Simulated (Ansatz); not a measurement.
Program: Ansatz.

```
crystal:
  atoms:
    - { position: [0, 0, 0], spin: 0.9, spin_axis: [0, 0, 1], symbol: Cr }
    - { position: [0, 0.5, 0.5], spin: -1.7, spin_axis: [0, 0, 1], symbol: Cr }
    - { position: [0.5, 0, 0.5], spin: 1.2, spin_axis: [0, 0, 1], symbol: Cr }
    - { position: [0.5, 0.5, 0], spin: -1.9, spin_axis: [0, 0, 1], symbol: Cr }
  lattice:
    - [3.5647, 0, 0]
    - [0, 3.5647, 0]
    - [0, 0, 3.5647]
hamiltonian:
  pseudopotentials: { kind: paw }
  xc: pbe
kpoints:
  mp_grid: { grid: [2, 2, 2] }
magnetization:
  noncollinear: true
scf:
  occupations: { method: fermi_dirac, width: "0.05 eV" }
```

How does the iteration go?

Not converged after 100 iterations. The residual stalls around 10⁻⁵ from about step 35 on. The integral of |m| goes from 3.5 to 3.1 μB per cell, though in an unconverged run this needn't be final.

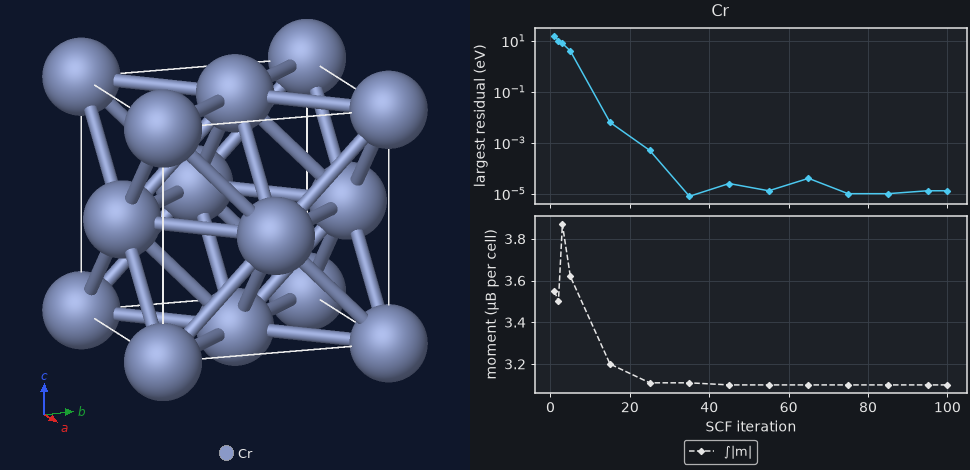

Beside the plot: the structure in its conventional cell.

SCF iterations of a calculation: largest residual, magnetic moments. Only some iterations were kept.
